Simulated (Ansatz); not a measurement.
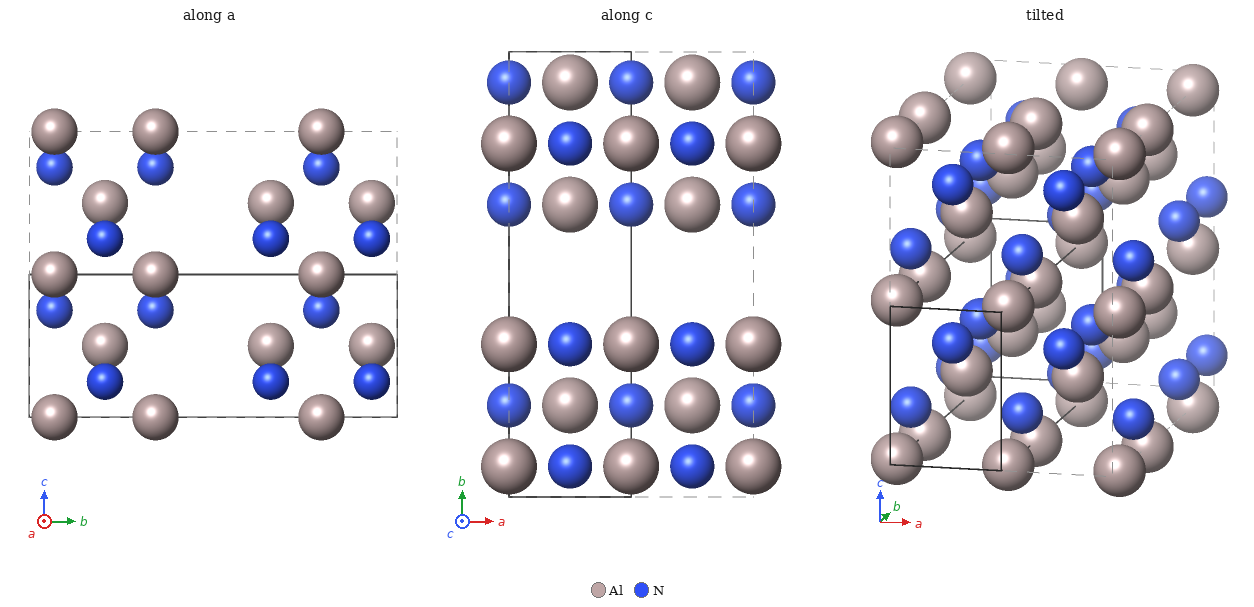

An orthographic spheres-only view of the structure, along the a axis, along the c axis and slightly off an axis. A block of 2×1×2 cells is shown, with one conventional unit cell in solid outline. Cell: a = 3.114 Å, b = 11.341 Å, c = 4.403 Å, α = 90.00°, β = 90.00°, γ = 90.00°.

Describe the arrangement of the atoms.

- The material is AlN.
- The lattice is primitive orthorhombic and the space group Pmn2_1 (No. 31).
- The cell has 12 atoms, namely 6 Al, 6 N.
- Al takes three kinds of site: 2a with four N in a tetrahedral arrangement at about 1.9 Å; 2a with four N in a tetrahedral arrangement at about 1.9 Å; 2a with three N in a trigonal pyramidal arrangement at about 1.9 Å. N takes three kinds of site: 2a with four Al in a tetrahedral arrangement at about 1.9 Å; 2a with four Al in a tetrahedral arrangement at about 1.9 Å; 2a with three Al in a trigonal pyramidal arrangement at about 1.9 Å.

The structure comes from a structure listed in the Materials Project. The cell was then strained or its atoms displaced on purpose. It was run through Ansatz as a DFT input.

At this level of theory the run's own cell isn't at rest (stretched, at -5 GPa and forces up to 2.6 eV/Å), so its distances can differ from those at equilibrium, the more so the softer the solid.
